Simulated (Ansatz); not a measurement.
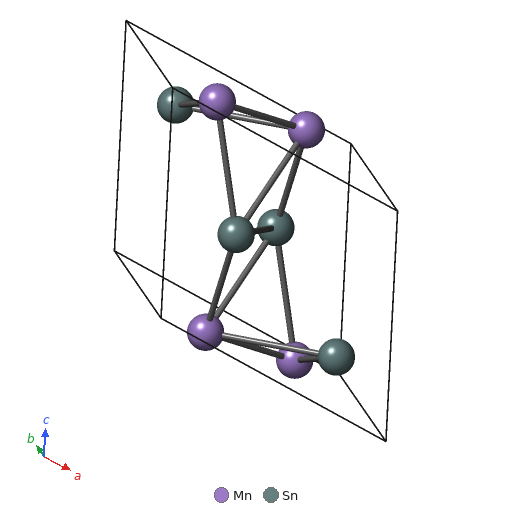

System: MnSn₂, space group I4/mcm (No. 140). The picture shows the cell.

The given structure:
```yaml
crystal:
  lattice:
    - [-3.32300, 3.32300, 2.71250]
    - [3.32300, -3.32300, 2.71250]
    - [3.32300, 3.32300, -2.71250]
  atoms:
    - { symbol: Mn, position: [0.75000, 0.75000, 0.00000] }
    - { symbol: Mn, position: [0.25000, 0.25000, 0.00000] }
    - { symbol: Sn, position: [0.15900, 0.65900, 0.81800] }
    - { symbol: Sn, position: [0.65900, 0.84100, 0.50000] }
    - { symbol: Sn, position: [0.84100, 0.34100, 0.18200] }
    - { symbol: Sn, position: [0.34100, 0.15900, 0.50000] }
```

Calculation (Ansatz 0.2.0): several magnetic starts of one crystal ranked at fixed atoms, signs over the magnetic atoms (u up, d down); plane-wave DFT of a periodic cell. Level: PBEsol.

cell charge 0 e; exact exchange fraction 0; dispersion correction none; potentials PAW default; wave cutoff 420 eV; k mesh 8x8x8; k shift none; occupation rule Gaussian; occupation width 0.1 eV.

Key: 1 = non-magnetic; 2 = ferromagnetic; 3 = parallel large; 4 = antiferromagnetic (signs ud); 5 = parallel small.

What does the calculation give for the energy above the lowest of each magnetic start?

Among these starts the lowest are no. 2, no. 3 and no. 5, which are equal within what the calculation resolves; the next, no. 4, is 34 meV/atom higher.

| magnetic start | energy above the lowest (meV/atom) | largest site moment (μB) | final order |
| --- | --- | --- | --- |
| no. 1 | 132 | 0.000 | non-magnetic |
| no. 2 | 0 | 2.463 | ferromagnetic |
| no. 3 | 0 | 2.463 | ferromagnetic |
| no. 4 | 34 | 2.790 | antiferromagnetic |
| no. 5 | 0 | 2.463 | ferromagnetic |

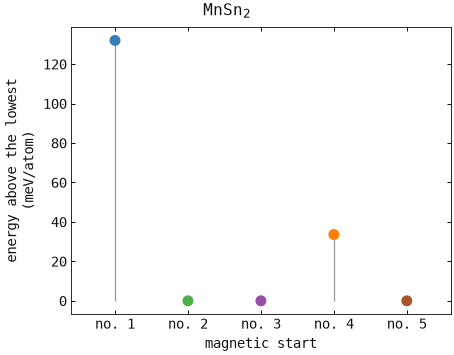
